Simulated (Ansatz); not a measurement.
Geometry relaxation of Al$_{3}$Ru$_{2}$ (part 2 of 2)

Al$_{3}$Ru$_{2}$ (I4/mmm, 5 atoms in the cell); DFT r2SCAN, scalar-relativistic, plane waves, PAW, no spin polarisation (Ansatz 0.2.0); cutoff 500 eV, 16×16×16 k-mesh, Gaussian smearing of 0.1 eV. The structure derives from a Materials Project entry. It belongs to a series of runs on one base structure; here: relaxed at -3 GPa.

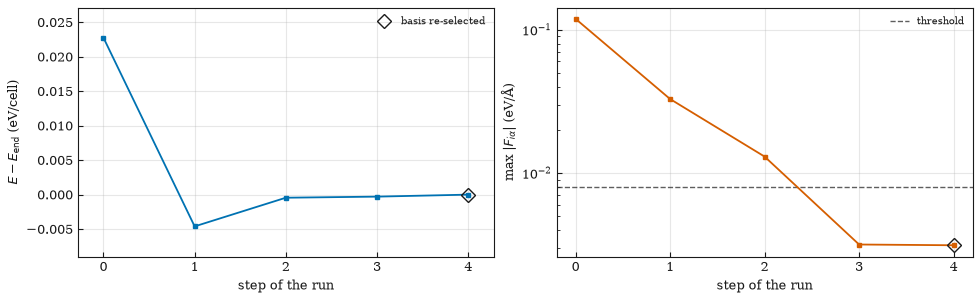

Progress of the relaxation, step by step (the first geometry is step 0 here and step 1 in the log). Over 3 geometry steps the energy falls by 23.1 meV per cell of the calculation. Largest force component: 0.12 eV/Å at the start, 0.0031 eV/Å at the end. Pressure: −5.34 GPa at the start and −3.01 GPa at the end. The largest moves relative to the cell, 0.005 Å, are those of Al2 and Al3. Ru stays in place. The volume changes by −1.2 %, with a = b 3.107 → 3.093 Å (−0.4 %), c 14.410 → 14.361 Å (−0.3 %). Among the contacts that change: Al1–Al2 2.793 → 2.779 Å, Al2–Ru5 2.536 → 2.523 Å, Al1–Ru4 2.675 → 2.664 Å, Al2–Al3 2.728 → 2.723 Å. The space group stays I4/mmm (No. 139). A last SCF at the same geometry on a re-selected plane-wave basis shifts the energy by +0.3 meV per cell of the calculation. (Atoms are counted from 1 in the order of the input.)

```
basis re-selected at this cell: Δ(F+E_penalty+E_count) = +2.905e-4 eV, ΔP = -0.002 GPa vs the last step (what re-selecting the basis moved, of the pressure what is left beyond the Pulay correction that the steps carried, after the strain that the cell walked since its last selection, with what the two solves' SCF thresholds leave and, on support functions, any second-order correction that the steps lacked; it is no measure of the basis error at this ecutwfc). This SCF's stress stands 3.10e-2 GPa from its target on what of the cell is left free (relax.cell.stress_tol is 8.00e-2 GPa) and its largest allowed force component is 3.13e-3 eV/Å (relax.f_tol is 8.00e-3 eV/Å): within both
SCF converged after 5 iterations
Free energy (F): -13406.475614 eV
Harris-Foulkes:  -13406.475614 eV  (|F-HF|=1.82e-11)
Internal energy: -13406.469919 eV  (E = F + TS)
E sigma→0 (E₀):  -13406.472766 eV
Entropy (-TS):   -0.005695 eV (-1.139 meV/atom)
Fermi energy:    14.376557 eV
--- Per-component energies (eV) ---
  E_band       = -308.361770
  E_kinetic    = 1110.324574
  E_local      = -4111.707339  (includes V_loc(G=0)·N_el)
  E_nonlocal   = 716.425227
  E_hartree    = 1519.645251
  E_xc         = -483.291993
  E_vxc        = -635.028776  (∫ρ·V_xc dr)
  E_paw        = -8379.400225  (= ΣΔE_a)
  E_vpaw       = -470.152762  (= ΣTr[D̂ρ^β])
  E_aug_tail   = 0.000171  (compensation charges beyond the density's cutoff)
  E_vtau       = 42.486268  (kinetic-family band-sum trace: ∫τ·v_τ [+ j·A + Jᵃ·Aᵃ] dr)
  E_ewald      = -3777.663350
  E_core_change = -0.802235  (= ΣΔE_core)
  E_smearing   = -0.005695  (= −TS)
  E_closure    = 0.000000  (closes the sum)
  Σ components = -13406.475614   (vs F -13406.475614, Δ=0.00e0)
--- Forces (eV/Å), atoms counted from 1 ---
  atom   1  Al    -0.00000000     0.00000000    -0.00000000
  atom   2  Al    -0.00000000    -0.00000000     0.00313347
  atom   3  Al     0.00000000     0.00000000    -0.00313347
  atom   4  Ru     0.00000000     0.00000000    -0.00035690
  atom   5  Ru     0.00000000    -0.00000000     0.00035690
  max |Σ_I F_I| component: 1.84e-18 eV/Å
--- Stress (GPa, compression-positive) ---
       -3.030984       0.000000      -0.000000
        0.000000      -3.030984       0.000000
        0.000000       0.000000      -2.977791
  P = ⅓ Tr σ = -3.0133 GPa (-30.133 kbar)
--- Band table (eV; the first three rows and the last of 349) ---
  k-point 0: bands = ["-59.6185", "-59.6116", "-28.9059", "-28.8399", "-28.8399", "-28.8317", "-28.8317", "-28.8104", "3.5897", "6.6713", "6.8994", "10.6184", "10.9363", "11.2110", "12.8826", "12.9329", "12.9329", "13.4543", "13.4543", "14.0683", "14.2047", "17.9535", "19.2917", "20.1247", "20.1247", "20.6979"]
  k-point 1: bands = ["-59.6177", "-59.6108", "-28.9044", "-28.8458", "-28.8453", "-28.8375", "-28.8371", "-28.8092", "3.7286", "6.7571", "7.0512", "10.6726", "10.9828", "11.2421", "12.8075", "12.8243", "12.9803", "13.3443", "13.4156", "13.8841", "14.0461", "18.1157", "19.2027", "19.3579", "19.7722", "20.4265"]
  k-point 2: bands = ["-59.6152", "-59.6083", "-28.9002", "-28.8626", "-28.8609", "-28.8538", "-28.8524", "-28.8058", "4.1380", "7.0066", "7.4883", "10.8250", "11.1163", "11.3049", "12.4805", "12.6804", "13.0852", "13.1014", "13.2677", "13.3901", "13.6407", "18.2680", "18.3716", "19.3702", "19.5129", "19.8274"]
  k-point 348: bands = ["-59.6185", "-59.6116", "-28.9041", "-28.8399", "-28.8399", "-28.8317", "-28.8317", "-28.8123", "4.0726", "4.9334", "8.8814", "10.2217", "10.8331", "11.3351", "12.4297", "12.7089", "12.7089", "13.7954", "13.7954", "14.0842", "14.1881", "16.8832", "18.9925", "18.9925", "20.3213", "21.8370"]
--- Relaxed structure (4 steps of the walk, 4 accepted, 1 SCFs on fresh bases) ---
  F+E_penalty+E_count = -13406.47561376 eV   max|allowed force component| = 3.133e-3 eV/Å   (the final SCF, on the basis selected at the relaxed cell)
  cell:  # Å, volume = 68.6868 Å³
    - [-1.546453252013177, 1.546453252013177, 7.180249796782044]
    - [1.546453252013177, -1.546453252013177, 7.180249796782044]
    - [1.546453252013177, 1.546453252013177, -7.180249796782044]
  atoms:
    - { symbol: Al, position: [1.0533560194560533e-20, 1.0533560194560413e-20, -1.830807382082357e-34] }
    - { symbol: Al, position: [0.80648452644, 0.80648452644, 1.5863948425549988e-34] }
    - { symbol: Al, position: [0.1935154735600001, 0.1935154735600001, 3.217750222030663e-34] }
    - { symbol: Ru, position: [0.6059271924395204, 0.6059271924395204, -2.6393262753909084e-34] }
    - { symbol: Ru, position: [0.3940728075604795, 0.3940728075604795, -2.2433402054327273e-34] }
```

### Trajectory as extended XYZ (Å, eV, eV/Å), 5 frames, from step=1 to step=5
```
5
Lattice="-1.5533 1.5533 7.2050 1.5533 -1.5533 7.2050 1.5533 1.5533 -7.2050" Properties=species:S:1:pos:R:3:forces:R:3 step=1 energy=-13406.45285 pressure_GPa=-5.34
Al    0.0000    0.0000    0.0000    0.0000   0.0000   0.0000
Al    0.0000    0.0000   11.6166    0.0000   0.0000   0.1190
Al    0.0000    0.0000    2.7934    0.0000   0.0000  -0.1190
Ru    0.0000    0.0000    8.7313    0.0000   0.0000   0.0588
Ru    0.0000    0.0000    5.6787    0.0000   0.0000  -0.0588
5
Lattice="-1.5450 1.5450 7.1668 1.5450 -1.5450 7.1668 1.5450 1.5450 -7.1668" Properties=species:S:1:pos:R:3:forces:R:3 step=2 energy=-13406.48022 pressure_GPa=-2.34
Al    0.0000    0.0000    0.0000    0.0000   0.0000   0.0000
Al    0.0000    0.0000   11.5584    0.0000   0.0000   0.0124
Al    0.0000    0.0000    2.7751    0.0000   0.0000  -0.0124
Ru    0.0000    0.0000    8.6831    0.0000   0.0000   0.0328
Ru    0.0000    0.0000    5.6504    0.0000   0.0000  -0.0328
5
Lattice="-1.5463 1.5463 7.1805 1.5463 -1.5463 7.1805 1.5463 1.5463 -7.1805" Properties=species:S:1:pos:R:3:forces:R:3 step=3 energy=-13406.47606 pressure_GPa=-3.00
Al    0.0000    0.0000    0.0000    0.0000   0.0000   0.0000
Al    0.0000    0.0000   11.5810    0.0000   0.0000   0.0130
Al    0.0000    0.0000    2.7800    0.0000   0.0000  -0.0130
Ru    0.0000    0.0000    8.7023    0.0000   0.0000  -0.0042
Ru    0.0000    0.0000    5.6587    0.0000   0.0000   0.0042
5
Lattice="-1.5465 1.5465 7.1803 1.5465 -1.5465 7.1803 1.5465 1.5465 -7.1803" Properties=species:S:1:pos:R:3:forces:R:3 step=4 energy=-13406.47590 pressure_GPa=-3.01
Al    0.0000    0.0000    0.0000    0.0000   0.0000   0.0000
Al    0.0000    0.0000   11.5815    0.0000   0.0000   0.0032
Al    0.0000    0.0000    2.7790    0.0000   0.0000  -0.0032
Ru    0.0000    0.0000    8.7014    0.0000   0.0000  -0.0004
Ru    0.0000    0.0000    5.6591    0.0000   0.0000   0.0004
5
Lattice="-1.5465 1.5465 7.1803 1.5465 -1.5465 7.1803 1.5465 1.5465 -7.1803" Properties=species:S:1:pos:R:3:forces:R:3 step=5 energy=-13406.47561 pressure_GPa=-3.01
Al    0.0000    0.0000    0.0000    0.0000   0.0000   0.0000
Al    0.0000    0.0000   11.5815    0.0000   0.0000   0.0031
Al    0.0000    0.0000    2.7790    0.0000   0.0000  -0.0031
Ru    0.0000    0.0000    8.7014    0.0000   0.0000  -0.0004
Ru    0.0000    0.0000    5.6591    0.0000   0.0000   0.0004
```

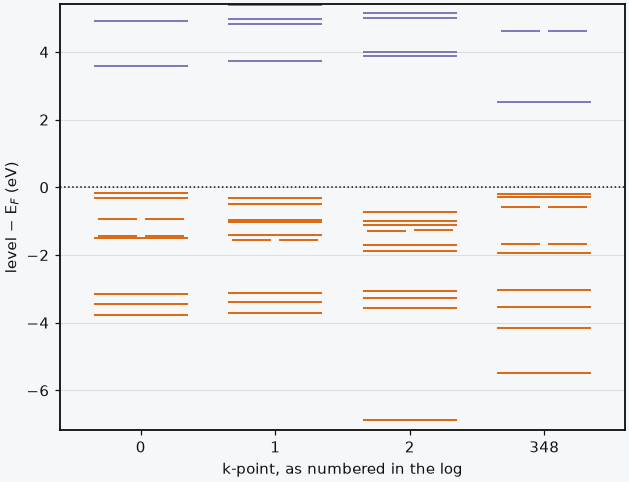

Kohn–Sham levels near the Fermi level (dotted) at the few k-points that the log prints; levels within 0.02 eV of each other stand side by side. The system is metallic on the full mesh.

This output came from the following input.

### The input
```yaml
crystal:
  lattice:
    - [-1.5532796958, 1.5532796958, 7.2049858426]
    - [1.5532796958, -1.5532796958, 7.2049858426]
    - [1.5532796958, 1.5532796958, -7.2049858426]
  atoms:
    - { symbol: Al, position: [0.0, 0.0, 0.0] }
    - { symbol: Al, position: [0.8061492636, 0.8061492636, 0.0] }
    - { symbol: Al, position: [0.1938507364, 0.1938507364, 0.0] }
    - { symbol: Ru, position: [0.6059185308, 0.6059185308, 0.0] }
    - { symbol: Ru, position: [0.3940814692, 0.3940814692, 0.0] }
basis:
  ecutwfc: 500
kpoints:
  mp_grid: { grid: [16, 16, 16] }
hamiltonian:
  xc: r2scan
scf:
  occupations: { method: gaussian, width: 0.1 }
output:
  forces: true
  stress: true
  eigenvalues: true
relax:
  adjacent_minimum: "off"
  f_tol: 0.008
  max_steps: 50
  cell: { stress_tol: 0.08, p_target: -3.0 }
```

Run as:
```bash
ansatz run input.yaml --threads 1 --pin off --max-ram 2560MiB --backend cpu --events-out ev --progress --plain --runs-dir out
```

### Key numbers

```tsv
quantity	value
outcome	converged
space group (tolerance 0.01 Å)	I4/mmm (139)
electrons treated	41
free energy	−13406.4756 eV
Fermi energy	14.377 eV
gap on the k-point mesh	none (metallic)
pressure	−3.01 GPa
final volume	68.69 Å³
largest force (length of the vector) at the end	0.003 eV/Å
final cell	a = 7.506 Å, b = 7.506 Å, c = 7.506 Å, α = 156.22°, β = 156.22°, γ = 33.88°
hardware	1 thread of AMD EPYC (Zen 3), 189 GiB of memory available, shared host
wall time	11 min
peak memory	0.99 GiB
```
